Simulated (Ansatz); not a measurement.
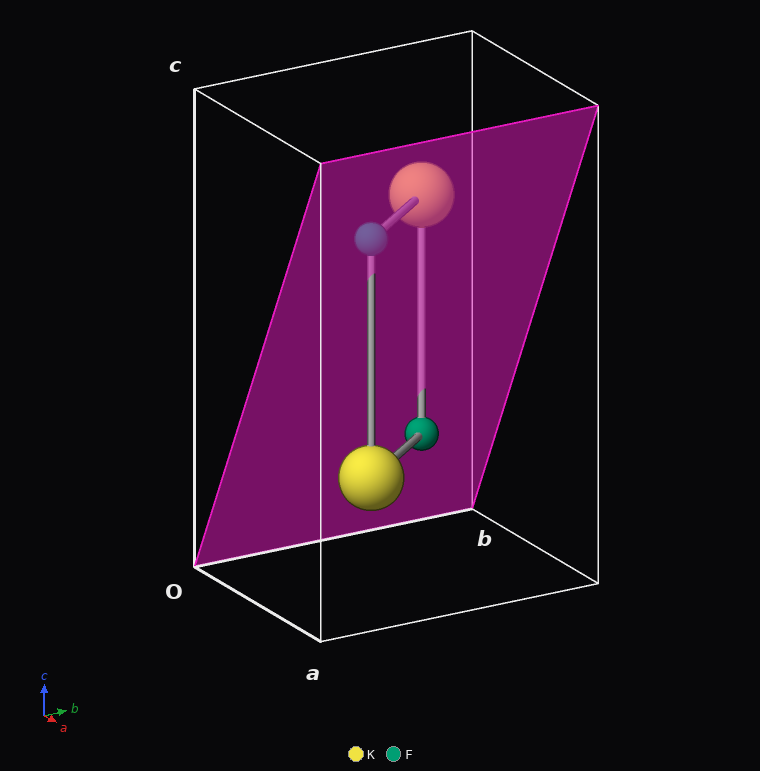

For KF, coordinates from a relaxation with Ansatz 0.2.0, DFT, HSE06, plane waves, PAW; the starting structure was generated, so it need not be a known form of this composition: every member of one family of equally spaced planes, hx + ky + lz = a whole number, that cuts the unit cell is shaded (one member passes through the origin O). Geometry calculated from the standardised cell; symmetry tolerance 0.002 Å.

a = 4.514 Å, b = 4.514 Å, c = 5.318 Å, α = 90.00°, β = 90.00°, γ = 120.00°.

### Index the planes.

(1 0 −1), in four indices (1 0 −1 −1); the opposite sign names the same planes. The member next to the origin meets the axes a at 1, b never, c at −1.

### What is the spacing?

d = 3.150 Å.

### Which atoms of the cell lie in these planes (within 0.03 Å)?

No atom.
